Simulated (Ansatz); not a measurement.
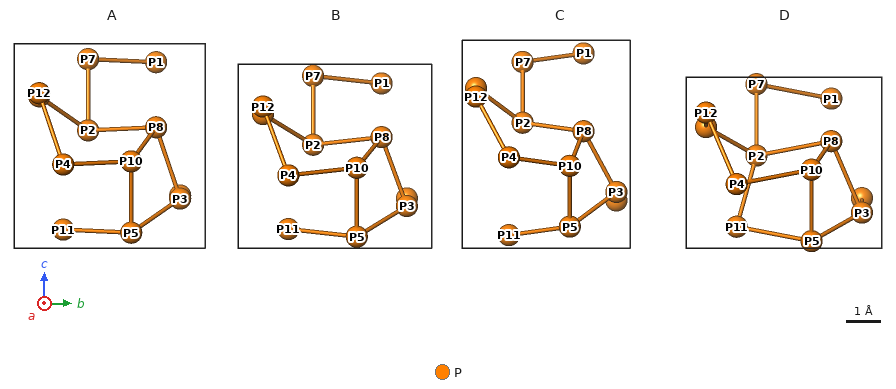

4 geometries from one relaxation of a crystal of P (a generated structure, set up in P6_522) (coarse preliminary run), in shuffled order. The picture is a ball-and-stick view of the cell of the calculation, seen along the a axis.

The calculation used DFT PBE, scalar-relativistic, plane waves, PAW in Ansatz 0.2.0. Settings: plane-wave cutoff 420 eV; k-point mesh 3 × 3 × 4; occupations gaussian; smearing width 0.1 eV; no spin polarisation; cell and atoms relaxed; force threshold 0.04 eV/Å; at most 70 steps.

### Put them in the order of the run, from the start to the converged end.

C, A, B, D. They are steps 0, 3, 6, 17, at +553 meV per atom, +67.9 meV per atom, +33.5 meV per atom relative to the last. The largest moves relative to the cell, 0.35 Å, are those of P atoms. The volume changes by +11.6 %, with a = b 5.787 → 6.737 Å (+16.4 %), c 6.204 → 5.107 Å (−17.7 %). Near-neighbour distances that change, for instance: P–P 3.455 → 2.429 Å, P–P 2.116 → 2.616 Å, P–P 2.890 → 3.271 Å, P–P 2.138 → 2.380 Å. Among the angles between lasting bonds that change: P–P–P 111.4° → 94.1°, P–P–P 122.1° → 136.0°, P–P–P 108.6° → 99.4°. The space group stays P6_522 (No. 179). After 13 accepted moves (17 points after the start) the energy has fallen by 553 meV per atom. Largest force component: 1.4 eV/Å at the start, 0.0069 eV/Å at the end. The pressure goes from 27.88 to 0.15 GPa. The line search rejected the trial steps at points 8, 11 of the run. At 2 points the geometry stayed and the basis and grid were re-selected for the new cell (energy shift of 9.2 meV per atom at most each time).
